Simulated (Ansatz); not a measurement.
# Cd/SiC/TaN: predicting the conductance of a thicker barrier

**Method.** Ansatz 0.2.0, plane waves with PAW datasets, PBE. Interfaces are relaxed in a short slab (with D3(BJ) where the barrier is layered), set between ideal electrode layers that go on as semi-infinite leads, and the zero-bias conductance G at 300 K comes from T(E) on a typed mesh. The error is the largest of the program's estimates from energy step, mesh, the leads' potential steps and neutrality; its separate bound for narrow resonances between the energies solved isn't counted and can be far larger. The lower electrode is Cd (hcp 0001), the upper TaN (rock salt 111) and the barrier SiC (zinc blende 111), on a net of side 3.097 Å; d is the distance between the electrodes' last planes.

What is known so far:

| planes in the barrier | d (Å) | G (S/m²) | error (%) | lead step (meV) |
| --- | --- | --- | --- | --- |
| 4 | 7.81 | 1.73e14 | 19 | 23 |
| 6 | 10.33 | 7.78e13 | 35 | 24 |
| 8 | 12.86 | 3.18e13 | 64 | 24 |
| 10 | 15.39 | 1.51e13 | 46 | 24 |

Q: A further run has 12 planes, d = 17.91 Å. Fit G ∝ exp(−βd) to the rows shown and predict its conductance.

A: Take y = ln G: 32.79, 31.99, 31.09 and 30.35. The means are d = 11.60 Å and y = 31.55; Σ(Δd Δy) = −10.38 and Σ(Δd)² = 31.93, so the slope is −0.325 Å⁻¹ (β = 0.325 Å⁻¹). At d = 17.91 Å, y = 31.55 − 0.325 × 6.31 = 29.50, or G = 6.48e12 S/m².

Check: The run gave 5.05e12 S/m², with an error estimate of 61 % and a lead step of 24 meV. The prediction is 1.28 times that, too high by 28 %. That lies within the runs' own error estimates, carried through the fit.

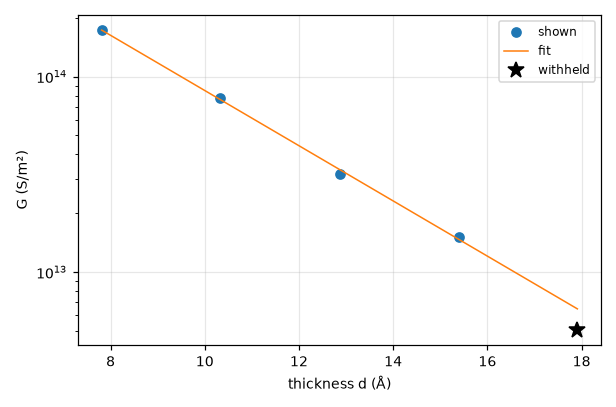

Fit and withheld run.

**Limits.** The interfaces are ideal, one cell wide, strained to a common net and relaxed from one registry with their symmetry kept. PBE's gaps are too small, so true decay constants are likely larger where the Fermi level lies deep in a gap. No spin-orbit coupling, phonons, disorder or image charges enter. The rows shown are chosen by tests on error estimates (under 100 to 120 %), lead steps (under 150 meV, though the program warns over 25), intact interfaces and, for fits, a steady trend in the rows shown; the data set holds 414 series of this kind, and not all pass.
